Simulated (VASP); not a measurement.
# Run report: GaN, band-structure run (part 2 of 2)

GaN (P6₃mc, 4 atoms in the cell); Kohn-Sham DFT of a periodic cell, r2SCAN, spin-orbit coupling, VASP PAW PBE potentials, recommended, no spin polarisation (VASP 6.6.1); cutoff 520 eV, 8×8×4 k-mesh, Gaussian smearing of 0.02 eV. The structure derives from an entry of the Crystallography Open Database.

Geometry of the input (Å; fractional positions):
```
3.1800  0.0000  0.0000
-1.5900  2.7540  0.0000
0.0000  0.0000  5.1660
Ga 0.6667  0.3333  0.5000
Ga 0.3333  0.6667  0.0000
N  0.6667  0.3333  0.8750
N  0.3333  0.6667  0.3750
```

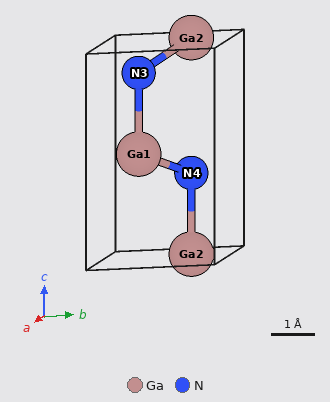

**Figure 1.** The structure (ball-and-stick view of the cell of the calculation, seen slightly off an axis; atoms are numbered from 1 in the order of the input).

### Parts of OUTCAR, continued
```
 k-point     3 :       0.2500    0.0000    0.0000
  band No.  band energies     occupation
      1     -11.1809      1.00000
      2     -11.1746      1.00000
      3     -10.5743      1.00000
      4     -10.5215      1.00000
      5      -8.8424      1.00000
      6      -8.8062      1.00000
      7      -8.7647      1.00000
      8      -8.6995      1.00000
      9      -8.6820      1.00000
     10      -8.6321      1.00000
     11      -8.5822      1.00000
     12      -8.4025      1.00000
     13      -8.3711      1.00000
     14      -8.3266      1.00000
     15      -8.3195      1.00000
     16      -8.2847      1.00000
     17      -8.2594      1.00000
     18      -8.2459      1.00000
     19      -8.1907      1.00000
     20      -8.1835      1.00000
     21      -8.1297      1.00000
     22      -8.1256      1.00000
     23      -6.8296      1.00000
     24      -6.7098      1.00000
     25      -1.2690      1.00000
     26      -1.2571      1.00000
     27       1.0491      1.00000
     28       1.0726      1.00000
     29       2.2414      1.00000
     30       2.2575      1.00000
     31       3.0889      1.00000
     32       3.0912      1.00000
     33       4.3926      1.00000
     34       4.4238      1.00000
     35       4.6587      1.00000
     36       4.6660      1.00000
     37       9.9737      0.00000
     38       9.9936      0.00000
     39      11.7069      0.00000
     40      11.7111      0.00000
     41      13.1376      0.00000
     42      13.1404      0.00000
     43      14.3701      0.00000
     44      14.4025      0.00000

 k-point     4 :       0.3750    0.0000    0.0000
  band No.  band energies     occupation
      1     -10.8389      1.00000
      2     -10.8237      1.00000
      3     -10.5142      1.00000
      4     -10.4672      1.00000
      5      -8.8280      1.00000
      6      -8.8028      1.00000
      7      -8.7188      1.00000
      8      -8.6572      1.00000
      9      -8.5839      1.00000
     10      -8.5827      1.00000
     11      -8.4500      1.00000
     12      -8.3916      1.00000
     13      -8.3177      1.00000
     14      -8.2870      1.00000
     15      -8.2756      1.00000
     16      -8.2626      1.00000
     17      -8.2316      1.00000
     18      -8.2074      1.00000
     19      -8.1593      1.00000
     20      -8.1204      1.00000
     21      -7.7964      1.00000
     22      -7.7018      1.00000
     23      -6.6400      1.00000
     24      -6.5316      1.00000
     25      -1.0339      1.00000
     26      -1.0308      1.00000
     27       0.0240      1.00000
     28       0.0536      1.00000
     29       0.7811      1.00000
     30       0.7964      1.00000
     31       2.5183      1.00000
     32       2.5203      1.00000
     33       3.5010      1.00000
     34       3.5358      1.00000
     35       4.2944      1.00000
     36       4.2992      1.00000
     37      10.7005      0.00000
     38      10.7363      0.00000
     39      11.3940      0.00000
     40      11.4081      0.00000
     41      12.1112      0.00000
     42      12.1202      0.00000
     43      14.3902      0.00000
     44      14.4033      0.00000

 k-point     5 :       0.5000    0.0000    0.0000
  band No.  band energies     occupation
      1     -10.7019      1.00000
      2     -10.7019      1.00000
      3     -10.4765      1.00000
      4     -10.4765      1.00000
      5      -8.8141      1.00000
      6      -8.8141      1.00000
      7      -8.6853      1.00000
      8      -8.6853      1.00000
      9      -8.5530      1.00000
     10      -8.5530      1.00000
     11      -8.4034      1.00000
     12      -8.4034      1.00000
     13      -8.2901      1.00000
     14      -8.2901      1.00000
     15      -8.2459      1.00000
     16      -8.2459      1.00000
     17      -8.2167      1.00000
     18      -8.2167      1.00000
     19      -8.1192      1.00000
     20      -8.1192      1.00000
     21      -7.2241      1.00000
     22      -7.2241      1.00000
     23      -6.7371      1.00000
     24      -6.7371      1.00000
     25      -1.4337      1.00000
     26      -1.4337      1.00000
     27      -0.2212      1.00000
     28      -0.2212      1.00000
     29       0.8079      1.00000
     30       0.8079      1.00000
     31       2.3011      1.00000
     32       2.3011      1.00000
     33       2.8738      1.00000
     34       2.8738      1.00000
     35       4.1483      1.00000
     36       4.1483      1.00000
     37      10.7463      0.00000
     38      10.7463      0.00000
     39      11.3146      0.00000
     40      11.3146      0.00000
     41      11.7300      0.00000
     42      11.7300      0.00000
     43      14.5663      0.00000
     44      14.5663      0.00000

 [... the levels of 18 k-points are left out ...]

 k-point    24 :      -0.2500   -0.1250   -0.2500
  band No.  band energies     occupation
      1     -10.8355      1.00000
      2     -10.8304      1.00000
      3     -10.5554      1.00000
      4     -10.5081      1.00000
      5      -8.8184      1.00000
      6      -8.7788      1.00000
      7      -8.7351      1.00000
      8      -8.7015      1.00000
      9      -8.6295      1.00000
     10      -8.5682      1.00000
     11      -8.5303      1.00000
     12      -8.3830      1.00000
     13      -8.3380      1.00000
     14      -8.3132      1.00000
     15      -8.3012      1.00000
     16      -8.2592      1.00000
     17      -8.2353      1.00000
     18      -8.2088      1.00000
     19      -8.1805      1.00000
     20      -8.1505      1.00000
     21      -7.8618      1.00000
     22      -7.8276      1.00000
     23      -6.9901      1.00000
     24      -6.8814      1.00000
     25      -0.7741      1.00000
     26      -0.7706      1.00000
     27       0.4995      1.00000
     28       0.5059      1.00000
     29       1.4796      1.00000
     30       1.5105      1.00000
     31       2.4143      1.00000
     32       2.4314      1.00000
     33       3.6260      1.00000
     34       3.6343      1.00000
     35       4.0537      1.00000
     36       4.0661      1.00000
     37      10.6890      0.00000
     38      10.6953      0.00000
     39      12.1554      0.00000
     40      12.1643      0.00000
     41      12.8570      0.00000
     42      12.8720      0.00000
     43      14.0304      0.00000
     44      14.0500      0.00000

 [... further k-points ...]

------------------------ aborting loop because EDIFF is reached ----------------------------------------

  FORCE on cell =-STRESS in cart. coord.  units (eV):
  Direction    XX          YY          ZZ          XY          YZ          ZX
  --------------------------------------------------------------------------------------
  -------------------------------------------------------------------------------------
  Total        0.4269858      0.4269858      0.9795753      0.0000000     -0.0000000      0.0000000
  in kB       15.1211475     15.1211475     34.6903854      0.0000000     -0.0000000      0.0000000
  external PRESSURE =      21.6442268 kB  Pullay stress =       0.0000000 kB

 VOLUME and BASIS-vectors are now :
 -----------------------------------------------------------------------------
  energy-cutoff  :      520.00
  volume of cell :       45.24
      direct lattice vectors                 reciprocal lattice vectors
     3.180000000  0.000000000  0.000000000     0.314465409  0.181556688  0.000000000
    -1.590000000  2.753960784  0.000000000     0.000000000  0.363113377  0.000000000
     0.000000000  0.000000000  5.166000000     0.000000000  0.000000000  0.193573364

 POSITION                                       TOTAL-FORCE (eV/Angst)
 -----------------------------------------------------------------------------------
      1.59000      0.91799      2.58300        -0.000000      0.000000     -0.136663
     -0.00000      1.83597      0.00000         0.000000     -0.000000     -0.136663
      1.59000      0.91799      4.52025        -0.000000     -0.000000      0.136663
     -0.00000      1.83597      1.93725        -0.000000      0.000000      0.136663
 -----------------------------------------------------------------------------------
    total drift:                               -0.000000      0.000000      0.049359

  FREE ENERGIE OF THE ION-ELECTRON SYSTEM (eV)
  ---------------------------------------------------
  free  energy   TOTEN  =       -43.8259596754 eV

  energy  without entropy=      -43.8259596754  energy(sigma->0) =      -43.82595968

 Spin-Orbit-Coupling matrix elements

 Ion:    1  E_soc:     -0.0102537
 l=   1
     0.0000000    -0.0009201    -0.0009183
    -0.0009201     0.0000000    -0.0009201
    -0.0009183    -0.0009201     0.0000000
 l=   2
     0.0000000    -0.0001563     0.0000000    -0.0001563    -0.0006363
    -0.0001563     0.0000000    -0.0004766    -0.0001537    -0.0001563
     0.0000000    -0.0004766     0.0000000    -0.0004766     0.0000000
    -0.0001563    -0.0001537    -0.0004766     0.0000000    -0.0001563
    -0.0006363    -0.0001563     0.0000000    -0.0001563     0.0000000
 l=   3
     0.0000000     0.0000000     0.0000000     0.0000000     0.0000000     0.0000000     0.0000000
     0.0000000     0.0000000     0.0000000     0.0000000     0.0000000     0.0000000     0.0000000
     0.0000000     0.0000000     0.0000000     0.0000000     0.0000000     0.0000000     0.0000000
     0.0000000     0.0000000     0.0000000     0.0000000     0.0000000     0.0000000     0.0000000
     0.0000000     0.0000000     0.0000000     0.0000000     0.0000000     0.0000000     0.0000000
     0.0000000     0.0000000     0.0000000     0.0000000     0.0000000     0.0000000     0.0000000
     0.0000000     0.0000000     0.0000000     0.0000000     0.0000000     0.0000000     0.0000000

 Ion:    2  E_soc:     -0.0102537
 l=   1
     0.0000000    -0.0009201    -0.0009183
    -0.0009201     0.0000000    -0.0009201
    -0.0009183    -0.0009201     0.0000000
 l=   2
     0.0000000    -0.0001563     0.0000000    -0.0001563    -0.0006363
    -0.0001563     0.0000000    -0.0004766    -0.0001537    -0.0001563
     0.0000000    -0.0004766     0.0000000    -0.0004766     0.0000000
    -0.0001563    -0.0001537    -0.0004766     0.0000000    -0.0001563
    -0.0006363    -0.0001563     0.0000000    -0.0001563     0.0000000
 l=   3
     0.0000000     0.0000000     0.0000000     0.0000000     0.0000000     0.0000000     0.0000000
     0.0000000     0.0000000     0.0000000     0.0000000     0.0000000     0.0000000     0.0000000
     0.0000000     0.0000000     0.0000000     0.0000000     0.0000000     0.0000000     0.0000000
     0.0000000     0.0000000     0.0000000     0.0000000     0.0000000     0.0000000     0.0000000
     0.0000000     0.0000000     0.0000000     0.0000000     0.0000000     0.0000000     0.0000000
     0.0000000     0.0000000     0.0000000     0.0000000     0.0000000     0.0000000     0.0000000
     0.0000000     0.0000000     0.0000000     0.0000000     0.0000000     0.0000000     0.0000000

 Ion:    3  E_soc:     -0.0000877
 l=   1
     0.0000000    -0.0000144    -0.0000151
    -0.0000144     0.0000000    -0.0000144
    -0.0000151    -0.0000144     0.0000000
 l=   2
     0.0000000     0.0000000     0.0000000     0.0000000     0.0000000
     0.0000000     0.0000000     0.0000000     0.0000000     0.0000000
     0.0000000     0.0000000     0.0000000     0.0000000     0.0000000
     0.0000000     0.0000000     0.0000000     0.0000000     0.0000000
     0.0000000     0.0000000     0.0000000     0.0000000     0.0000000
 l=   3
     0.0000000     0.0000000     0.0000000     0.0000000     0.0000000     0.0000000     0.0000000
     0.0000000     0.0000000     0.0000000     0.0000000     0.0000000     0.0000000     0.0000000
     0.0000000     0.0000000     0.0000000     0.0000000     0.0000000     0.0000000     0.0000000
     0.0000000     0.0000000     0.0000000     0.0000000     0.0000000     0.0000000     0.0000000
     0.0000000     0.0000000     0.0000000     0.0000000     0.0000000     0.0000000     0.0000000
     0.0000000     0.0000000     0.0000000     0.0000000     0.0000000     0.0000000     0.0000000
     0.0000000     0.0000000     0.0000000     0.0000000     0.0000000     0.0000000     0.0000000

 Ion:    4  E_soc:     -0.0000877
 l=   1
     0.0000000    -0.0000144    -0.0000151
    -0.0000144     0.0000000    -0.0000144
    -0.0000151    -0.0000144     0.0000000
 l=   2
     0.0000000     0.0000000     0.0000000     0.0000000     0.0000000
     0.0000000     0.0000000     0.0000000     0.0000000     0.0000000
     0.0000000     0.0000000     0.0000000     0.0000000     0.0000000
     0.0000000     0.0000000     0.0000000     0.0000000     0.0000000
     0.0000000     0.0000000     0.0000000     0.0000000     0.0000000
 l=   3
     0.0000000     0.0000000     0.0000000     0.0000000     0.0000000     0.0000000     0.0000000
     0.0000000     0.0000000     0.0000000     0.0000000     0.0000000     0.0000000     0.0000000
     0.0000000     0.0000000     0.0000000     0.0000000     0.0000000     0.0000000     0.0000000
     0.0000000     0.0000000     0.0000000     0.0000000     0.0000000     0.0000000     0.0000000
     0.0000000     0.0000000     0.0000000     0.0000000     0.0000000     0.0000000     0.0000000
     0.0000000     0.0000000     0.0000000     0.0000000     0.0000000     0.0000000     0.0000000
     0.0000000     0.0000000     0.0000000     0.0000000     0.0000000     0.0000000     0.0000000

 total charge

# of ion       s       p       d       tot
------------------------------------------
    1        0.756   0.888  10.197  11.842
    2        0.756   0.888  10.197  11.842
    3        1.232   2.553   0.000   3.785
    4        1.232   2.553   0.000   3.785
--------------------------------------------------
tot          3.975   6.883  20.395  31.253

 magnetization (x)

# of ion       s       p       d       tot
------------------------------------------
    1       -0.000   0.000   0.000   0.000
    2        0.000  -0.000  -0.000  -0.000
    3        0.000   0.000   0.000   0.000
    4        0.000   0.000   0.000   0.000
--------------------------------------------------
tot          0.000   0.000  -0.000   0.000

 magnetization (y)

# of ion       s       p       d       tot
------------------------------------------
    1        0.000   0.000   0.000   0.000
    2        0.000   0.000   0.000   0.000
    3        0.000  -0.000   0.000  -0.000
    4        0.000   0.000   0.000   0.000
--------------------------------------------------
tot          0.000  -0.000   0.000  -0.000

 magnetization (z)

# of ion       s       p       d       tot
------------------------------------------
    1        0.000   0.000   0.000   0.000
    2        0.000   0.000   0.000   0.000
    3       -0.000   0.000   0.000  -0.000
    4       -0.000   0.000   0.000  -0.000
--------------------------------------------------
tot         -0.000   0.000   0.000  -0.000
```

### CONTCAR
```
GaN
   1.00000000000000
     3.1800000000000002    0.0000000000000000    0.0000000000000000
    -1.5900000000000001    2.7539607840000002    0.0000000000000000
     0.0000000000000000    0.0000000000000000    5.1660000000000004
  Ga              N
     2     2
Direct
     0.6666666667000030    0.3333333332999970    0.5000000000000000
     0.3333333332999970    0.6666666667000030    0.0000000000000000
     0.6666666667000030    0.3333333332999970    0.8750000000000000
     0.3333333332999970    0.6666666667000030    0.3750000000000000

  0.00000000E+00  0.00000000E+00  0.00000000E+00
  0.00000000E+00  0.00000000E+00  0.00000000E+00
  0.00000000E+00  0.00000000E+00  0.00000000E+00
  0.00000000E+00  0.00000000E+00  0.00000000E+00
```

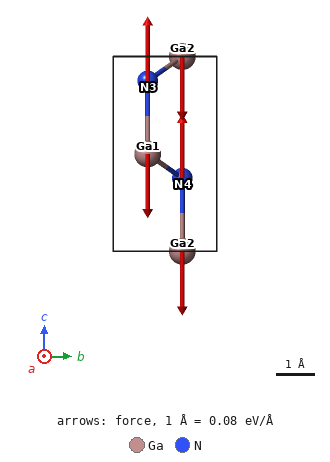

**Figure 2.** Forces on the atoms as red arrows (ball-and-stick view of the cell of the calculation, along the a axis; atoms are numbered from 1 in the order of the input). The largest act on Ga1, Ga2 (0.14 eV/Å); N3, N4 (0.14 eV/Å). The geometry is not a stationary point of this energy.

### Results in brief

| quantity | value |
| --- | --- |
| outcome | converged |
| space group (tolerance 0.01 Å) | P6₃mc (186) |
| electrons treated | 36 |
| free energy | −43.8260 eV |
| Fermi energy of the self-consistent step | 5.290 eV |
| gap on the k-point mesh | 2.37 eV |
| gap on the band path | 2.37 eV |
| pressure | 2.16 GPa |
| largest force (length of the vector) | 0.137 eV/Å |
| hardware | 2 threads of Intel Xeon (Granite Rapids), 360 GiB of memory available, shared host |
| wall time | 10 min (CPU time 20 min) |
| peak memory | 0.43 GiB |
